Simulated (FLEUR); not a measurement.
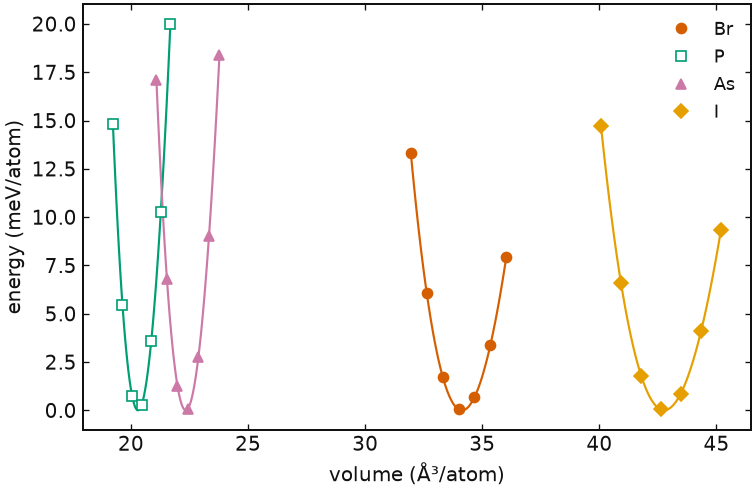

The plot gives the computed energy against volume, with one curve for each element, for As, Br, I and P (all in space group Cmce (No. 64)).

Computed with FLEUR MaX-R8.1 (later development tree): all-electron LAPW DFT, no spin polarisation; energies at scaled volumes of the given cell, shape and fractions fixed, counted from the fit's minimum, third-order Birch-Murnaghan fit. Level: PBEsol.

```
       setting         value
   occupations   Fermi–Dirac
smearing width       0.05 eV
    potentials  all electron
```

Settings that differ: Br: k mesh 7×7×3; P: k mesh 8×8×6; As: k mesh 8×8×6; I: k mesh 7×7×3.

> Order the curves by fitted equilibrium volume, smallest first.

P 20.301, As 22.341, Br 34.133, I 42.765 Å³/atom.

> Order the curves by fitted bulk modulus, smallest first.

I 24.3, Br 26.9, As 70.7, P 76.4 GPa.

Note: shape and atomic fractions are frozen while scaling, which makes layered, chain and framework solids too stiff.
